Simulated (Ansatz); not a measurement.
Single-point calculation, with input and output: Sr$_{8}$Ti$_{8}$O$_{23}$H (charge −1) (part 1 of 2)

- system: Sr$_{8}$Ti$_{8}$O$_{23}$H (defect cell, 40 atoms in the cell, total charge −1)
- method: DFT, HSE06, PAW, plane waves (Ansatz 0.2.0)

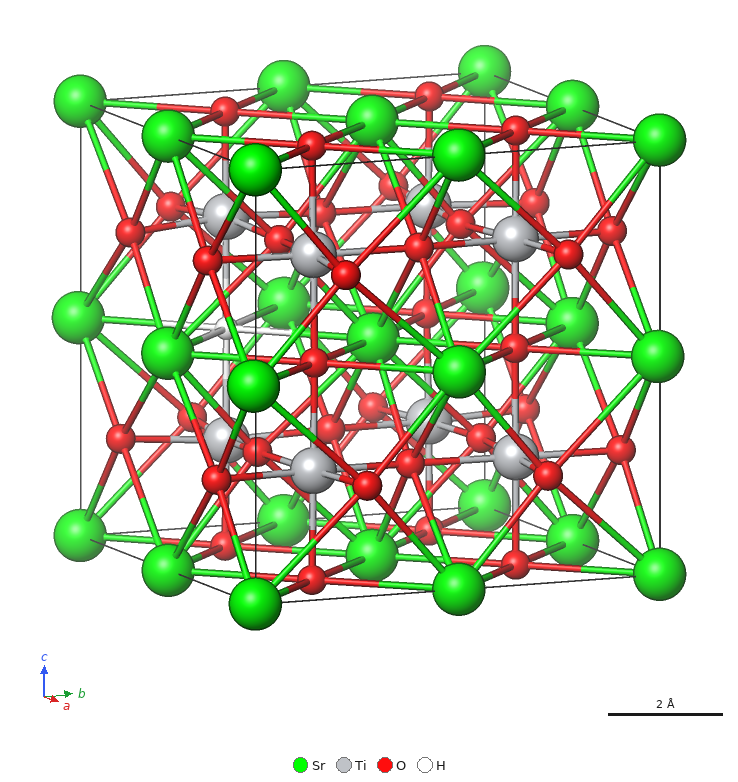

Fig. 1: The structure (ball-and-stick view of the cell of the calculation, seen slightly off an axis).

**Input file**
```yaml
crystal:
  lattice:
    - [7.782821, 0.000000, 0.000000]
    - [0.000000, 7.782821, 0.000000]
    - [0.000000, 0.000000, 7.782821]
  atoms:
    - { symbol: Sr, position: [0.996106, 0.000730, 0.000447] }
    - { symbol: Sr, position: [0.995325, 0.996463, 0.502265] }
    - { symbol: Sr, position: [0.997027, 0.503727, 0.000091] }
    - { symbol: Sr, position: [0.995249, 0.505513, 0.500400] }
    - { symbol: Sr, position: [0.501267, 0.999744, 0.000006] }
    - { symbol: Sr, position: [0.503045, 0.997901, 0.500329] }
    - { symbol: Sr, position: [0.500034, 0.504629, 0.999515] }
    - { symbol: Sr, position: [0.504342, 0.505393, 0.498730] }
    - { symbol: Ti, position: [0.249222, 0.252307, 0.242815] }
    - { symbol: Ti, position: [0.248456, 0.251618, 0.757623] }
    - { symbol: Ti, position: [0.248808, 0.753384, 0.252091] }
    - { symbol: Ti, position: [0.249726, 0.751569, 0.748842] }
    - { symbol: Ti, position: [0.749396, 0.251039, 0.251681] }
    - { symbol: Ti, position: [0.747474, 0.251982, 0.748385] }
    - { symbol: Ti, position: [0.749817, 0.751485, 0.249183] }
    - { symbol: Ti, position: [0.749146, 0.750913, 0.751272] }
    - { symbol: O, position: [0.252051, 0.248244, 0.000221] }
    - { symbol: O, position: [0.252792, 0.753155, 0.000624] }
    - { symbol: O, position: [0.246874, 0.749028, 0.500299] }
    - { symbol: O, position: [0.748245, 0.248285, 0.999775] }
    - { symbol: O, position: [0.751231, 0.253409, 0.500140] }
    - { symbol: O, position: [0.747461, 0.752824, 0.000199] }
    - { symbol: O, position: [0.752500, 0.748572, 0.500216] }
    - { symbol: O, position: [0.003603, 0.274383, 0.255130] }
    - { symbol: O, position: [0.004165, 0.221312, 0.743864] }
    - { symbol: O, position: [0.000883, 0.722867, 0.247103] }
    - { symbol: O, position: [0.001226, 0.773007, 0.753231] }
    - { symbol: O, position: [0.498842, 0.221038, 0.257133] }
    - { symbol: O, position: [0.499319, 0.274792, 0.741672] }
    - { symbol: O, position: [0.501439, 0.773177, 0.251879] }
    - { symbol: O, position: [0.501362, 0.722855, 0.747925] }
    - { symbol: O, position: [0.225920, 0.001483, 0.259267] }
    - { symbol: O, position: [0.279678, 0.001915, 0.742728] }
    - { symbol: O, position: [0.279561, 0.496624, 0.256103] }
    - { symbol: O, position: [0.226391, 0.497204, 0.745850] }
    - { symbol: O, position: [0.777990, 0.999352, 0.252153] }
    - { symbol: O, position: [0.727666, 0.999288, 0.748839] }
    - { symbol: O, position: [0.727668, 0.499530, 0.247546] }
    - { symbol: O, position: [0.777836, 0.499877, 0.753004] }
    - { symbol: H, position: [0.248346, 0.253168, 0.500224] }
  symmetry: { detect: false }
kpoints:
  mp_grid: { grid: [1, 1, 1], shift: [0.25, 0.25, 0.25] }
hamiltonian:
  xc: hse06
total_charge: -1
scf:
  occupations: { method: fermi_dirac, width: 0.01 }
output:
  forces: true
  eigenvalues: true
  populations: true
  charged_corrections: { epsilon: 300 }
  eigenstates: { kpoints: [[0.25, 0.25, 0.25]], e_range: [-6.0, 6.0], localisation: true }
```

Hardware: 8 threads of Arm Neoverse-V2, 18 GiB of memory available, shared host.

Run as:
```bash
ansatz run in.yaml --threads 8 --pin off --max-ram 17100MiB --runs-dir r --events-out ev --progress --plain
```

**Log**
```
Pseudopotentials: kind: paw
Functional definition: HSE06
  parameter a = 0.25
  parameter omega = 0.11/bohr
  exchange = pbe_x - a*pbe_x_sr(omega) + a*exact_x_sr(omega)
  correlation = pbe_c
Crystal: 40 atoms, lattice volume = 471.423 Å³
Basis set: ecut = 420 eV, 9171 PW (Γ), exchange–correlation on 108×108×108 points (8 copies of the dense FFT grid, shifted against one another)
Bands: 198, of which v1, the nominal top of the filled ones, is band 158 counted from 1 (157 counted from 0)
Symmetry: 1 space group operations
k-points: 1
Non-local potential: Sr, projectors of the file, l = 0: 3, l = 1: 2, l = 2: 2
Non-local potential: Ti, projectors of the file, l = 0: 3, l = 1: 2, l = 2: 3, l = 3: 1
Non-local potential: O, projectors of the file, l = 0: 2, l = 1: 2, l = 2: 1
Non-local potential: H, projectors of the file, l = 0: 2, l = 1: 1
PAW form: soft (Blöchl's): semilocal exchange-correlation on the pseudo side does not see the compensation charge
PAW frozen core: Sr, regenerated for the run's functional, and the local potential with it (the file was generated under x = pbe(κ = 0.804, μ = 0.2195149727645171), c = pbe(β = 0.06672455060314922))
PAW frozen core: Ti, regenerated for the run's functional, and the local potential with it (the file was generated under x = pbe(κ = 0.804, μ = 0.2195149727645171), c = pbe(β = 0.06672455060314922))
PAW frozen core: O, regenerated for the run's functional, and the local potential with it (the file was generated under x = pbe(κ = 0.804, μ = 0.2195149727645171), c = pbe(β = 0.06672455060314922))
PAW one-centre angular grid: Sr, 110 points (default); XC on 64 Gauss nodes
PAW one-centre angular grid: Ti, 590 points (default); XC on 64 Gauss nodes
PAW one-centre angular grid: O, 110 points (default); XC on 96 Gauss nodes
PAW one-centre angular grid: H, 110 points (default); XC on 64 Gauss nodes
Initial density: superposition of atomic densities (neutral atoms scaled as one to the charged cell's electrons: chi_scale 0, normalization atom), corrected by the library's trained network
Initial wavefunctions: pseudopotential atomic-orbital guess
Functional: x = pbe(κ = 0.804, μ = 0.2195149727645171), c = pbe(β = 0.06672455060314922), warm-up for x = pbe(κ = 0.804, μ = 0.2195149727645171) + 0.25 (exact − pbe) at short range (hse, ω = 0.20786987370883472 Å⁻¹), c = pbe(β = 0.06672455060314922); HSE06 as pw.x's `hse` composes it (authors' and Libxc's form: `xc: wpbeh`)
SCF iter   1: F=—  HF=-61469.891264 eV  |F-HF|=—  |Δ(HF+E_count)|=         —  Δρ=1.48e-2  dr2=1.80e0  ethr=1.77e-3  ⟨swp⟩=20.0  Hψ=926  notcnv=1
preconditioner: auto → none  [insulator: Δε(μ)=0.131 eV  Ē_g=12.315 eV  σ=0.010 eV  W_gap=1.00  n_scr=122 (ndim 8)  ℏωp=26.3 eV  f_vac=0.000  D(μ)=0.57/eV (n_scr^D=0)]
iter 2 solved again at ethr=3.97e-5 eV; its pass at ethr=5.69e-4 eV (dr2=1.25e-1 eV) is discarded
SCF iter   2: F=—  HF=-61469.716458 eV  |F-HF|=—  |Δ(HF+E_count)|=   1.75e-1  Δρ=4.87e-3  dr2=1.27e-1  ethr=3.97e-5  ⟨swp⟩=11.0  Hψ=923  notcnv=0  defer=1
SCF iter   3: F=—  HF=-61469.700800 eV  |F-HF|=—  |Δ(HF+E_count)|=   1.57e-2  Δρ=2.15e-3  dr2=3.35e-2  ethr=3.97e-5  ⟨swp⟩=7.0  Hψ=427  notcnv=0
SCF iter   4: F=—  HF=-61469.699982 eV  |F-HF|=—  |Δ(HF+E_count)|=   8.18e-4  Δρ=1.30e-3  dr2=1.66e-2  ethr=1.06e-5  ⟨swp⟩=7.0  Hψ=492  notcnv=0  defer=3
SCF iter   5: F=—  HF=-61469.699432 eV  |F-HF|=—  |Δ(HF+E_count)|=   5.50e-4  Δρ=4.06e-4  dr2=1.64e-3  ethr=5.24e-6  ⟨swp⟩=5.0  Hψ=401  notcnv=0
SCF iter   6: F=—  HF=-61469.699380 eV  |F-HF|=—  |Δ(HF+E_count)|=   5.16e-5  Δρ=7.60e-5  dr2=8.96e-6  ethr=5.20e-7  ⟨swp⟩=6.0  Hψ=406  notcnv=0
SCF iter   7: F=—  HF=-61469.699389 eV  |F-HF|=—  |Δ(HF+E_count)|=   8.75e-6  Δρ=3.54e-5  dr2=4.90e-6  ethr=2.84e-9  ⟨swp⟩=5.0  Hψ=596  notcnv=0
SCF iter   8: F=-61469.699388 eV  HF=-61469.699388 eV  |F-HF|=1.60e-7  |Δ(HF+E_count)|=   4.61e-7  Δρ=7.68e-6  dr2=2.38e-7  ethr=1.55e-9  ⟨swp⟩=3.0  Hψ=415  notcnv=0
SCF 1 stopped early in 8 iterations: F = -61469.699388 eV  dr2 = 2.38e-7
  greatest PAW one-centre occupation: 0.999 electrons in one spin orbital (limit 2), on the Ti atom at site 14 (counted from 0), in its partial waves of l = 0
Initial density: handed on by an earlier stage of this run
Initial wavefunctions: those handed on with the density
Functional: x = pbe(κ = 0.804, μ = 0.2195149727645171) + 0.25 (exact − pbe) at short range (hse, ω = 0.20786987370883472 Å⁻¹), c = pbe(β = 0.06672455060314922); HSE06 as pw.x's `hse` composes it (authors' and Libxc's form: `xc: wpbeh`)
Exchange kernel: α = 0.2500, screened, ω = 0.2079 Å⁻¹, Wigner–Seitz truncation, v(0) = 760.8953 eV·Å³, q-mesh 1×1×1, nearest image of the exchange supercell L = 7.78 Å, pair-density grid 40×40×40, without the augmentation charges, whose exchange is taken in its separable form (sized by the pseudopotential files, 54×54×54 at the most)
Frozen-core exchange: fock
SCF iter   1: F=—  HF=-61484.328140 eV  |F-HF|=—  |Δ(HF+E_count)|=         —  Δρ=2.45e-2  dr2=4.21e0  ethr=7.54e-10  ⟨swp⟩=17.0  Hψ=1666  notcnv=0
preconditioner: auto → none  [insulator: Δε(μ)=0.557 eV  Ē_g=15.212 eV  σ=0.010 eV  W_gap=1.00  n_scr=122 (ndim 8)  ℏωp=26.3 eV  f_vac=0.000  D(μ)=0.00/eV (n_scr^D=0)]
SCF iter   2: F=—  HF=-61483.952813 eV  |F-HF|=—  |Δ(HF+E_count)|=   3.75e-1  Δρ=2.73e-2  dr2=5.21e0  ethr=7.54e-10  ⟨swp⟩=13.0  Hψ=1579  notcnv=0
SCF iter   3: F=—  HF=-61483.543501 eV  |F-HF|=—  |Δ(HF+E_count)|=   4.09e-1  Δρ=1.46e-2  dr2=3.00e0  ethr=7.54e-10  ⟨swp⟩=13.0  Hψ=1441  notcnv=0
SCF iter   4: F=—  HF=-61483.229322 eV  |F-HF|=—  |Δ(HF+E_count)|=   3.14e-1  Δρ=5.77e-3  dr2=3.50e-1  ethr=7.54e-10  ⟨swp⟩=9.0  Hψ=1253  notcnv=0
SCF iter   5: F=—  HF=-61483.429560 eV  |F-HF|=—  |Δ(HF+E_count)|=   2.00e-1  Δρ=6.66e-3  dr2=4.45e-1  ethr=7.54e-10  ⟨swp⟩=9.0  Hψ=1176  notcnv=0
SCF iter   6: F=—  HF=-61483.377313 eV  |F-HF|=—  |Δ(HF+E_count)|=   5.22e-2  Δρ=2.18e-3  dr2=5.81e-2  ethr=7.54e-10  ⟨swp⟩=9.0  Hψ=1115  notcnv=0
SCF iter   7: F=—  HF=-61483.371290 eV  |F-HF|=—  |Δ(HF+E_count)|=   6.02e-3  Δρ=6.27e-4  dr2=1.05e-2  ethr=7.54e-10  ⟨swp⟩=8.0  Hψ=1008  notcnv=0
SCF iter   8: F=—  HF=-61483.387396 eV  |F-HF|=—  |Δ(HF+E_count)|=   1.61e-2  Δρ=1.93e-3  dr2=5.64e-2  ethr=7.54e-10  ⟨swp⟩=6.0  Hψ=974  notcnv=0
SCF iter   9: F=—  HF=-61483.383872 eV  |F-HF|=—  |Δ(HF+E_count)|=   3.52e-3  Δρ=7.96e-4  dr2=8.28e-3  ethr=7.54e-10  ⟨swp⟩=6.0  Hψ=906  notcnv=0
SCF iter  12: F=—  HF=-61483.383575 eV  |F-HF|=—  |Δ(HF+E_count)|=   8.80e-5  Δρ=1.34e-4  dr2=3.51e-4  ethr=7.54e-10  ⟨swp⟩=5.0  Hψ=679  notcnv=0
SCF iter  13: F=—  HF=-61483.383662 eV  |F-HF|=—  |Δ(HF+E_count)|=   8.70e-5  Δρ=1.31e-4  dr2=2.52e-4  ethr=7.54e-10  ⟨swp⟩=5.0  Hψ=710  notcnv=0
SCF iter  14: F=-61483.383760 eV  HF=-61483.383679 eV  |F-HF|=8.06e-5  |Δ(HF+E_count)|=   1.69e-5  Δρ=4.94e-5  dr2=1.62e-5  ethr=7.54e-10  ⟨swp⟩=5.0  Hψ=652  notcnv=0
SCF 2 stopped early in 14 iterations: F = -61483.383760 eV  dr2 = 1.62e-5
  Residual-converged pass: ⟨swp⟩=3.0  Hψ=443  notcnv=0  max |occ|·‖R‖ = 5.2e-6 eV (tolerance 6.7e-6 eV)  dr2=1.62e-5  dr2_onsite=1.45e-6  max |Δocc| = 1.5e-18
  greatest PAW one-centre occupation: 1.000 electrons in one spin orbital (limit 2), on the Ti atom at site 14 (counted from 0), in its partial waves of l = 0
hybrid outer 1: dexx = +2.265e-1 eV, tail = 3.15e-4 eV
```
